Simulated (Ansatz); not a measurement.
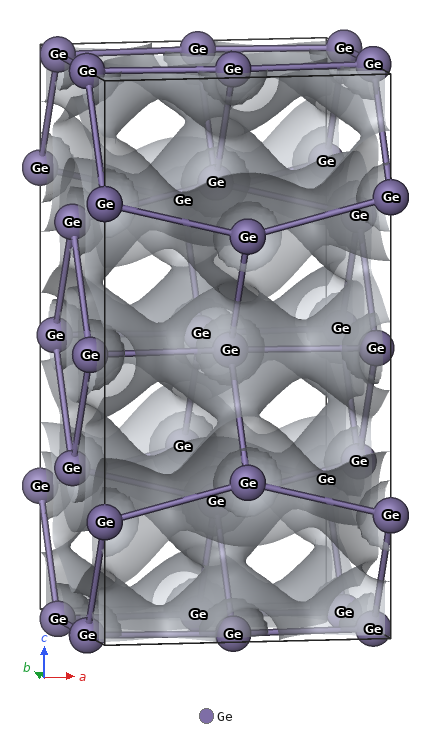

The picture shows: Ge. Isosurface of the ELF at 0.6 (grey), seen slightly off an axis. Core shells are left out. Sticks mark near contacts.

Space group Fmmm; a structure from a database of computed crystals, not necessarily the ambient phase; computed pressure about −3 GPa in this cell.

All numbers below come from Kohn-Sham DFT of a periodic cell, PBEsol, all-electron PAW datasets made for the crystal in Ansatz 0.2.0.

Core electrons are frozen (PAW), and the valence fields are smoothed inside the atomic spheres.

```xyz
16
Lattice="5.2610 0.0000 0.0000 0.0000 5.7715 0.0000 0.0000 0.0000 10.2313" Properties=species:S:1:pos:R:3 pbc="T T T"
Ge    2.6305    1.3072    0.0000
Ge    0.0000    4.1929    0.0000
Ge    0.0000    1.3072    5.1157
Ge    2.6305    4.1929    5.1157
Ge    0.0000    1.5786    0.0000
Ge    2.6305    4.4643    0.0000
Ge    2.6305    1.5786    5.1157
Ge    0.0000    4.4643    5.1157
Ge    0.0000    0.0000    2.2318
Ge    2.6305    2.8857    2.2318
Ge    2.6305    0.0000    7.3474
Ge    0.0000    2.8857    7.3474
Ge    2.6305    0.0000    2.8839
Ge    0.0000    2.8857    2.8839
Ge    0.0000    0.0000    7.9996
Ge    2.6305    2.8857    7.9996
```

**Describe the localisation domains.**

The ELF exceeds this value in one network that runs through the whole crystal, counted in one cell of 16 atoms. Regions shared between cells count once. There are no localised bonds or lone pairs at this value. Along the contacts the grid gives the following. Ge–Ge (2.61 Å): the ELF peaks at about 0.85 between the atoms. Ge–Ge (2.71 Å): the ELF peaks at about 0.85 between the atoms.

**Does the calculation make it a metal, or give it a gap?**

It is metallic or semimetallic at this level of theory: no gap opens.
